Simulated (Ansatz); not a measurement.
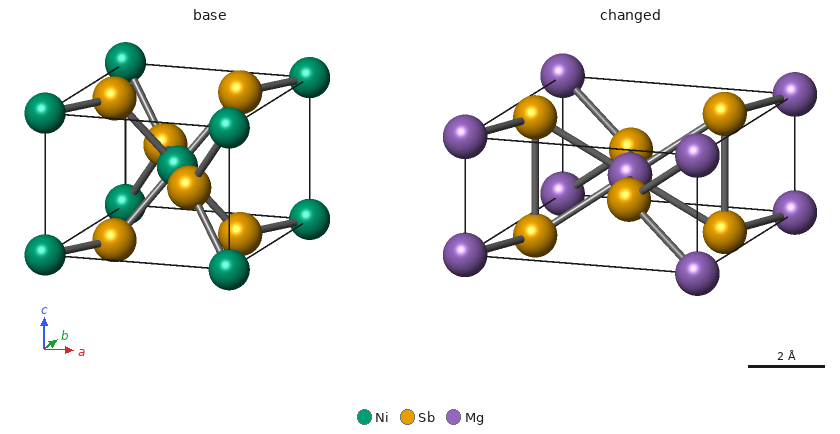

Left: crystalline NiSb2 (set up in Pnnm). Right: the same structure after one change, at the same scale. A ball-and-stick model of the cell of the calculation, seen slightly off an axis.

Theory: DFT PBEsol, scalar-relativistic, plane waves, PAW (Ansatz 0.2.0). Set-up: plane-wave cutoff 420 eV; occupations gaussian; smearing width 0.1 eV; no spin polarisation. The k-mesh is chosen for each cell (8×6×10, 6×6×12).

### Which change leads from the left to the right?

Every nickel atom is replaced by magnesium, which gives MgSb$_{2}$. Cell and atoms are relaxed again (to zero pressure within 0.1 GPa, forces under 0.01 eV/Å).

### What does the change do?

The volume per atom goes from 20.64 to 26.31 Å³. The volume changes by +27.5 %, with a 5.150 → 6.498 Å (+26.2 %), b 6.275 → 7.612 Å (+21.3 %), c 3.831 → 3.191 Å (−16.7 %). The space group stays Pnnm (No. 58).

Limits of the set-up: an element that often carries a moment was run without spin polarisation.
